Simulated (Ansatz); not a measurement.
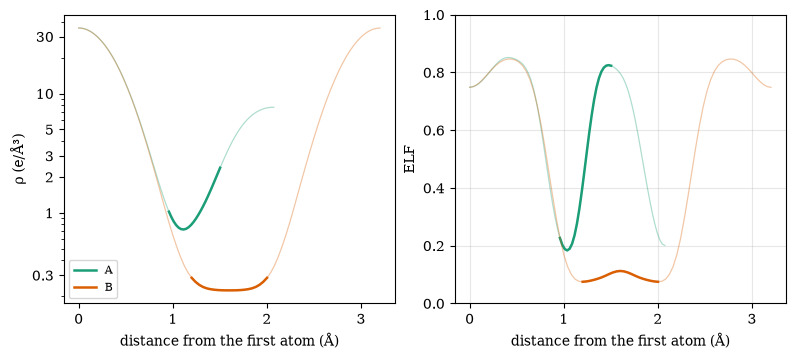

*HfO$_{2}$. Valence pseudo-density and electron localisation function along straight lines between neighbouring atoms. Thin, pale parts lie inside the atomic spheres.*

Space group P4₂/mnm; a structure from a database of computed crystals, not necessarily the ambient phase.

Method: Kohn-Sham DFT of a periodic cell, PBEsol with D3(BJ), Ansatz PAW in Ansatz.

The density is the valence pseudo-density of a PAW calculation; it isn't the true density close to the nuclei.

Q: Which curve belongs to which contact (Hf–Hf and Hf–O)? The first atom named is at distance zero.

A: Curve A: Hf–O (2.07 Å): the density is about 0.79 e/Å³ at the midpoint; the ELF peaks at about 0.85 in the valence shell of O, 0.6 Å from its nucleus, and drops to about 0.20 between the two atoms: no shared electron pair shows on this line. Curve B: Hf–Hf (3.20 Å): ρ at the midpoint is about 0.22 e/Å³; the ELF is about 0.10 at the midpoint (no localised pair shows between them).
